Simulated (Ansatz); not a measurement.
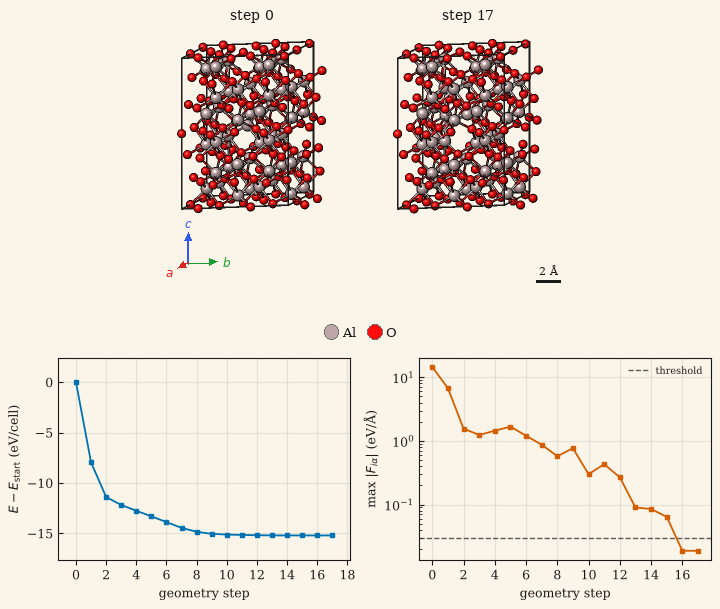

First and last geometry of a relaxation of a defect cell of composition Al49O71 (cell charge +2), with the history of the run. Style: ball-and-stick. Shown: the cell of the calculation (origin shifted), slightly off an axis.

Theory: DFT, PBEsol, PAW, plane waves in Ansatz. Set-up: plane-wave cutoff 420 eV; k-point mesh 1 × 1 × 1; mesh shifted by (0.25, 0.25, 0.25); collinear spin; atoms relaxed in a fixed cell; force threshold 0.03 eV/Å; at most 80 steps.

**Did the run converge, and what did it change?**

It converged. The atom that moves furthest is an Al atom (1.80 Å roughly along [0 −2 1]). By element the largest moves are Al 1.80 Å, O 0.22 Å. The cell doesn't change. Among the contacts that change: Al–O 4.003 → 1.991 Å, Al–Al 2.007 → 3.551 Å, Al–Al 3.390 → 2.383 Å, Al–O 2.919 → 1.980 Å. New bonds form, among them: Al–O (2.67 → 1.90 Å), Al–O (4.00 → 1.99 Å). Bond angles that change, for instance: Al–O–Al 93.8° → 82.8°, Al–O–Al 134.9° → 124.3°, Al–O–Al 93.5° → 84.1°. The energy falls by 15.201 eV per cell of the calculation in 17 geometry steps. The largest force component goes from 15 to 0.019 eV/Å.

Limits of the set-up: the cell is charged, on a uniform background, and energies carry no finite-size correction.
